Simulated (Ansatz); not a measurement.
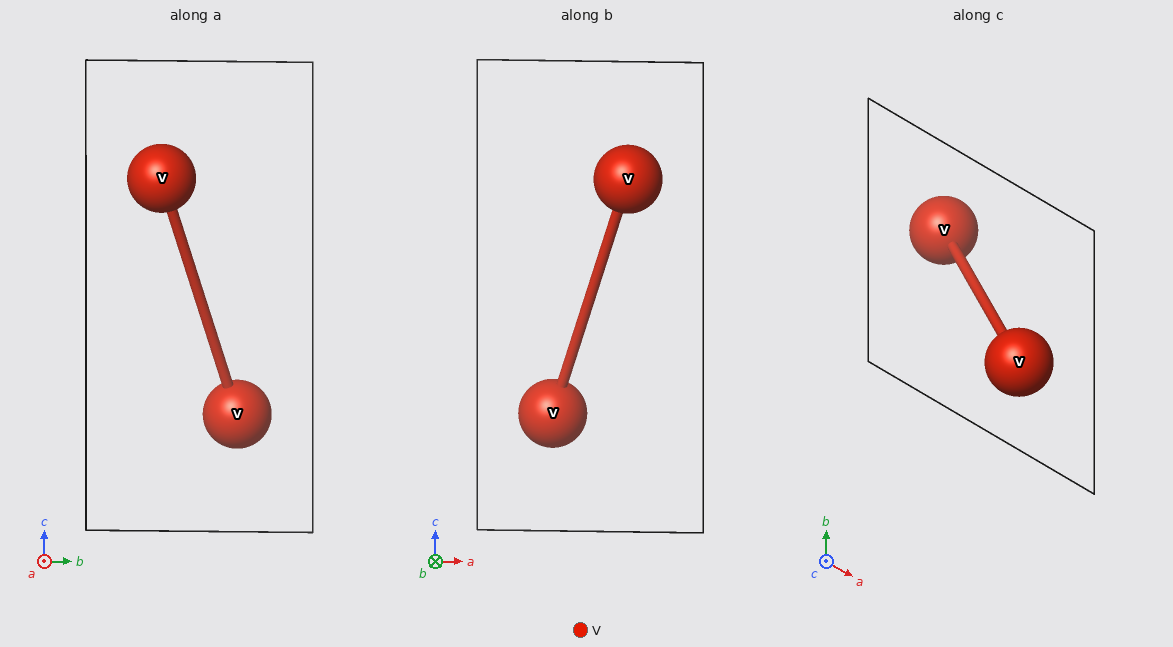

Ball-and-stick drawing of the structure, looking along the a axis, along the b axis and along the c axis. The unit cell is outlined; an atom on or near a face, edge or corner is repeated at each equivalent position.

Lattice parameters: a = 2.613 Å, b = 2.624 Å, c = 4.688 Å, α = 90.21°, β = 90.57°, γ = 120.43°. Put a along x and b in the xy plane.

### Transcribe the picture into a POSCAR file.

```
V
1.0
     2.613    0.000    0.000
    -1.329    2.262    0.000
    -0.047   -0.047    4.688
V
2
Direct
  0.3333 0.6667 0.2500
  0.6667 0.3333 0.7500
```

Its origin is a structure type filled with this element by a generator (whether the element takes this form wasn't checked). The cell was then strained or its atoms displaced on purpose. It went into a calculation with Ansatz.
